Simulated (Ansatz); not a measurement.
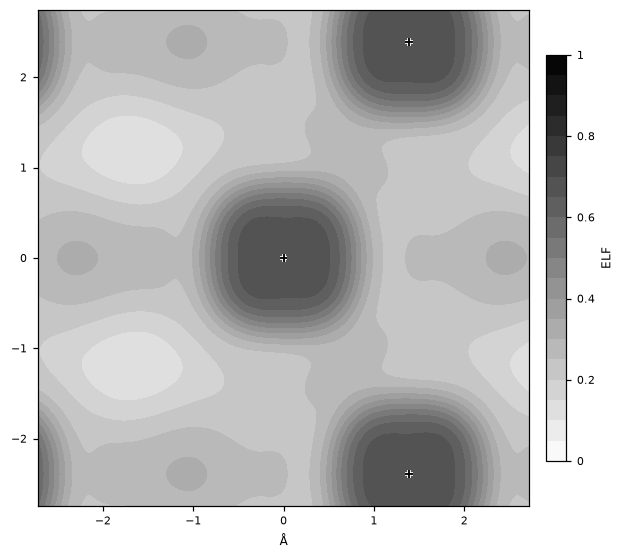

The electron localisation function on a plane through atoms (crosses mark nuclei in the plane).

The calculation used DFT r2SCAN, scalar-relativistic, plane waves, PAW (Ansatz).

Candidates:
A. Pt, a = 2.72 Å, b = 4.74 Å, c = 4.78 Å, α = 90.00°, β = 90.00°, γ = 90.00°. Space group Cmcm.
B. SiNi, a = 5.15 Å, b = 3.38 Å, c = 5.62 Å, α = 90.00°, β = 90.00°, γ = 90.00°. Space group Pnma; computed pressure about −5 GPa in this cell; the program warned that a starting moment wasn't kept; spin-polarised, but the moments vanished.

Which system is this?

Answer. Candidate A: Pt on the (100) plane of the conventional cell, which holds Pt. Pt–Pt (2.77 Å): the ELF is about 0.30 at the midpoint; no shared electron pair shows on this line.
